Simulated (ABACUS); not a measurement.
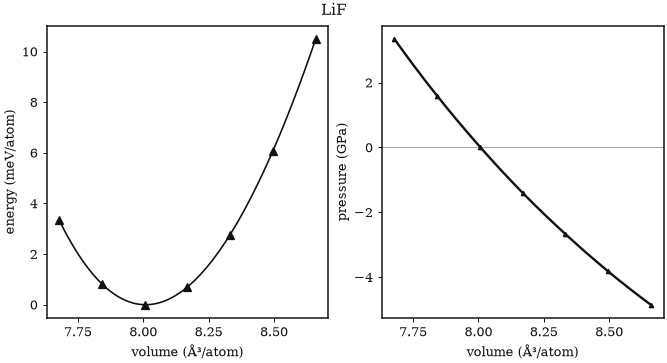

Method: DFT in plane waves or numerical atomic orbitals with pseudopotentials, no spin polarisation; energies at scaled volumes of the given cell, shape and fractions fixed, counted from the fit's minimum, third-order Birch-Murnaghan fit (ABACUS 3.10.1). Level: PBEsol.

```json
{"setting": "k mesh", "value": "11×11×11"}
{"setting": "occupations", "value": "Fermi–Dirac"}
{"setting": "smearing width", "value": "0.05 eV"}
{"setting": "potentials", "value": "PseudoDojo NC SR 0.4.1 PBEsol standard"}
{"setting": "wave cutoff", "value": "1143 eV"}
{"setting": "density cutoff", "value": "4572 eV"}
{"setting": "program settings", "value": "basis pw"}
```

Cell as given: a = 2.848 Å, b = 2.848 Å, c = 2.848 Å, α = 60.00°, β = 60.00°, γ = 60.00°; 2 atoms.

**Figure.** Energy and pressure against volume for LiF, space group Fm-3m (No. 225).

A third-order Birch–Murnaghan fit gives V0 = 8.01 Å³/atom, B0 = 72.9 GPa and B′ = 4.2. The energy is 3.33 meV/atom at volume 7.6790 Å³/atom and 10.49 meV/atom at 8.6593 Å³/atom; the lowest computed point is at volume 8.0058 Å³/atom (0.00 meV/atom). The pressure falls from 3.34 GPa at volume 7.6790 Å³/atom to −4.85 GPa at 8.6593 Å³/atom, and changes sign near 8.01 Å³/atom.

Input of the run:
```
INPUT_PARAMETERS
suffix              LiF
calculation         scf
basis_type          pw
pseudo_dir          ./
symmetry            1
dft_functional      pbesol
ecutwfc             84
pseudo_rcut         7
nspin               1
nbands              9
ks_solver           dav
smearing_method     fd
smearing_sigma      0.00367493
scf_thr             1e-08
scf_nmax            100
mixing_type         broyden
mixing_beta         0.7
cal_force           1
cal_stress          1
kpar                4
```

Run as:
```bash
OMP_NUM_THREADS=1 mpirun -np 4 abacus > log
```
